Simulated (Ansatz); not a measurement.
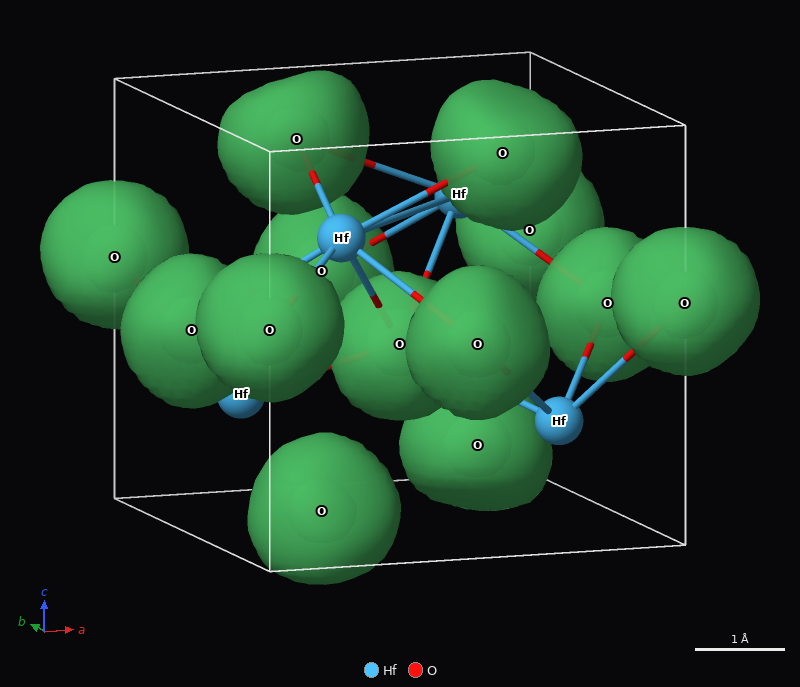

Figure. HfO$_{2}$. Isosurface of the electron localisation function at 0.7 (green), seen slightly off an axis. Only the valence region is drawn (cores and ρ < 0.01 e/Å³ removed). Sticks mark near contacts.

Space group P2₁2₁2; a structure from a database of computed crystals, not necessarily the ambient phase; not relaxed (largest force 0.7 eV/Å); computed pressure about 30 GPa in this cell.

These are results of Ansatz, Kohn-Sham DFT of a periodic cell, PBE, Ansatz PAW, not measurements.

Core electrons are frozen (PAW), and the valence fields are smoothed inside the atomic spheres.

```yaml
crystal:
  lattice:
    - [4.97661, 0.00000, 0.00000]
    - [0.00000, 5.05943, 0.00000]
    - [0.00000, 0.00000, 4.79104]
  atoms:
    - { symbol: Hf, position: [0.22259, 0.78180, 0.27207] }
    - { symbol: Hf, position: [0.72259, 0.71820, 0.72793] }
    - { symbol: Hf, position: [0.77741, 0.21820, 0.27207] }
    - { symbol: Hf, position: [0.27741, 0.28180, 0.72793] }
    - { symbol: O, position: [0.18682, 0.16365, 0.10453] }
    - { symbol: O, position: [0.68682, 0.33635, 0.89547] }
    - { symbol: O, position: [0.81318, 0.83635, 0.10453] }
    - { symbol: O, position: [0.31318, 0.66365, 0.89547] }
    - { symbol: O, position: [0.00000, 0.50000, 0.48905] }
    - { symbol: O, position: [0.50000, 0.00000, 0.51095] }
    - { symbol: O, position: [0.00000, 0.00000, 0.57562] }
    - { symbol: O, position: [0.50000, 0.50000, 0.42438] }
```

What do the ELF domains correspond to?

Answer. At this value the surface marks out eight regions wrapped around O (the valence shell of each), counted in one cell of 12 atoms. Regions shared between cells count once.

Values along the shortest contacts:
Hf–O (1.95 Å): the ELF peaks at about 0.80 in the valence shell of O, 0.6 Å from its nucleus, and drops to about 0.20 between the two atoms: no shared electron pair shows on this line. Hf–Hf (3.13 Å): the ELF is about 0.05 at the midpoint; no localised pair shows between them.

Metal or insulator at this level of theory?

Answer. It is gapped, with a Kohn–Sham gap of 4.0 eV on the k-point mesh (the band edges may lie off the mesh, which would make the gap smaller).
